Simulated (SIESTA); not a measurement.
## Al$_{2}$O$_{3}$: 7 runs along one coordinate

System: Al$_{2}$O$_{3}$ (P-6m2, 5 atoms in the cell).
Method: Kohn-Sham DFT of a periodic cell, LDA, PseudoDojo 0.4 standard, converted to PSML, no spin polarisation (SIESTA 5.4.2).

The 7 runs differ only in the geometry, by an even scaling of the cell at fixed fractional positions. The structure derives from a Materials Project entry.

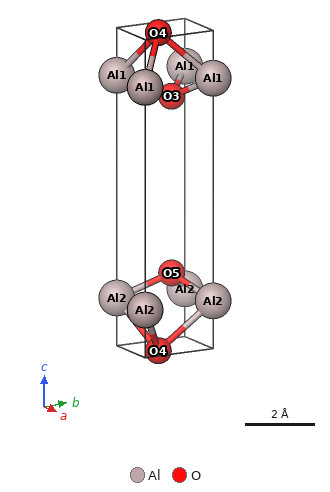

Figure 1. The structure of run 4 (ball-and-stick view of the cell of the calculation, seen slightly off an axis; atoms are numbered from 1 in the order of the input). An atom can appear more than once, as a periodic image.

### Input of run 4
```
SystemName                      Al2O3
SystemLabel                     Al2O3
NumberOfSpecies                 2
NumberOfAtoms                   5
%block ChemicalSpeciesLabel
  1  13 Al
  2   8 O
%endblock ChemicalSpeciesLabel

LatticeConstant                 1.0 Ang
%block LatticeVectors
     2.8843249483     0.0000000000     0.0000000000
    -1.4421624742     2.4978986780     0.0000000000
     0.0000000000     0.0000000000     9.3367544600
%endblock LatticeVectors
AtomicCoordinatesFormat         Fractional
%block AtomicCoordinatesAndAtomicSpecies
     0.0000000000     0.0000000000     0.8500076700  1  Al
     0.0000000000     0.0000000000     0.1499923300  1  Al
     0.3333333333     0.6666666667     0.7776830800  2  O
     0.6666666667     0.3333333333     0.0000000000  2  O
     0.3333333333     0.6666666667     0.2223169200  2  O
%endblock AtomicCoordinatesAndAtomicSpecies

%block kgrid.MonkhorstPack
    8   0   0  0.0
    0   8   0  0.0
    0   0   2  0.0
%endblock kgrid.MonkhorstPack
XC.Functional                   LDA
XC.Authors                      PW92
PAO.BasisSize                   DZP
PAO.EnergyShift                 0.003 Ry
Mesh.Cutoff                     800 Ry
OccupationFunction              FD
ElectronicTemperature           0.05 eV
MaxSCFIterations                120
SCF.MustConverge                false
SCF.Mixer.Method                Pulay
SCF.Mixer.Weight                0.25
SCF.Mixer.History               8
SCF.DM.Tolerance                5.0e-05
SCF.H.Tolerance                 1.0e-03 eV
WriteForces                     true
Charge.Mulliken                 end
```

Command:
```bash
siesta Al2O3.fdf > Al2O3.out 2>&1
```

Lattice vectors (Å) and fractional positions of run 4:
```
   2.884325    0.000000    0.000000
  -1.442162    2.497899    0.000000
   0.000000    0.000000    9.336754
Al  0.000000  0.000000  0.850008
Al  0.000000  0.000000  0.149992
O   0.333333  0.666667  0.777683
O   0.666667  0.333333  0.000000
O   0.333333  0.666667  0.222317
```

Run 6 differs from it as follows:
```diff
-     2.8843249483     0.0000000000     0.0000000000
-    -1.4421624742     2.4978986780     0.0000000000
-     0.0000000000     0.0000000000     9.3367544600
+     2.9222809450     0.0000000000     0.0000000000
+    -1.4611404726     2.5307695354     0.0000000000
+     0.0000000000     0.0000000000     9.4596205823
```

### Results, with one run withheld

| run | volume per atom (Å³) | free energy per atom, from the lowest run given (meV) | pressure (GPa) | gap on the mesh (eV) |
| --- | --- | --- | --- | --- |
| 1 | 12.647 | 2.54 | 3.23 | 5.35 |
| 2 | 12.916 | 0.00 | −0.10 | 5.16 |
| 3 | 13.185 | 2.76 | −3.13 | 4.98 |
| 4 | 13.454 | 10.31 | −5.80 | 4.80 |
| 5 | 13.723 | 22.17 | −8.23 | 4.63 |
| 6 | 13.992 | ? | ? | ? |
| 7 | 14.261 | 57.01 | −12.34 | 4.30 |

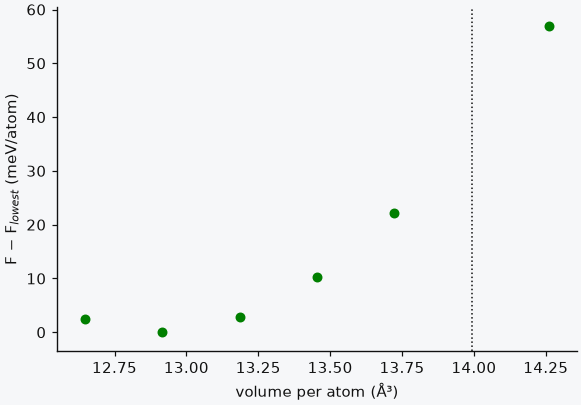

Figure 2. Free energy per atom of the runs given; the dotted line marks run 6.

Estimate the energy of run 6 from the others.

A cubic polynomial in V^(−2/3) (the Birch–Murnaghan form), fitted to the 6 runs given, misses them by at most 0.01 meV per atom. With x = V^(−2/3) − 0.17772 Å⁻², it reads F = 6.7845 − 3367 x + 4.1597e+05 x² + 2.3679e+05 x³ (meV per atom). At run 6 it gives 37.86 meV per atom, and the run itself gives 37.86. The slope of the fit gives a pressure −dF/dV of −10.42 GPa there, and the run prints −10.39 GPa. The fit has its minimum at 12.906 Å³ per atom, where V d²F/dV² gives 153 GPa. Cell shape and fractional positions are held, so this is the stiffness under even scaling; the relaxed bulk modulus wasn't computed and can be far lower in a crystal of layers, chains or molecules like this one. The gap on the mesh goes, without turning, from 5.35 eV in run 1 to 4.30 eV in run 7; run 6 has 4.46 eV. These are gaps of this functional on this mesh, which can miss the band edges; they aren't the measured gap.

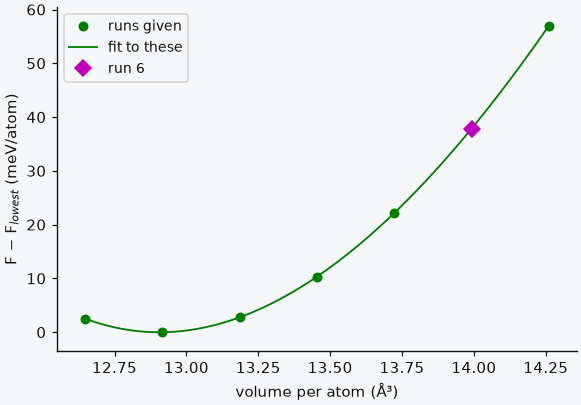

Figure 3. The fit and the withheld run.

### Some lines of the output (run 6)
```
[...]
outcell: Cell volume (Ang**3)        :     69.9598
stepf: Fermi-Dirac step function
siesta: Etot    =     -1477.973708
siesta: FreeEng =     -1477.973708
        iscf     Eharris(eV)        E_KS(eV)     FreeEng(eV)     dDmax    Ef(eV) dHmax(eV)
siesta: E_KS(eV) =            -1483.0576
siesta: E_KS - E_eggbox =     -1483.0576
siesta: Etot    =     -1483.057631
siesta: FreeEng =     -1483.057631
siesta:         Fermi =      -6.143717
siesta: Cell volume =         69.959755 Ang**3
    Orbital volume contribution        =           4.495175 eV
```

Notes: Points of doubt noted for this run: mulliken charges of long orbitals. With a small basis of atomic orbitals these values can differ much from converged plane-wave results.
